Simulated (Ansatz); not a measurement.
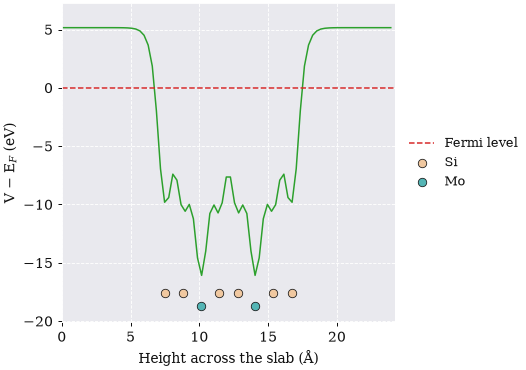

Plane-averaged electrostatic potential energy of an electron across the slab; circles at the bottom mark the heights of the atoms.

Structure: a (001) slab cut from Si2Mo (I4/mmm), unrelaxed, of composition Si3Mo (not the bulk's), ended by Si planes, 8 atoms in the cell.

Method: DFT PBE, scalar-relativistic, plane waves, PAW, no spin polarisation, 11×11×1 k mesh, Gaussian smearing of 0.1 eV (Ansatz).

Question: Read off the work function of each face.

Answer: The work function is 5.16 eV, the same on both faces. The two vacuum levels agree, so the slab has no net dipole along its normal.

Question: How thick are slab and vacuum?

Answer: The outermost atoms are 9.2 Å apart, which leaves 15.0 Å of vacuum in a cell 24.2 Å high.

The atoms aren't at rest in this cell (largest force 0.4 eV/Å), so the relaxed material can differ.
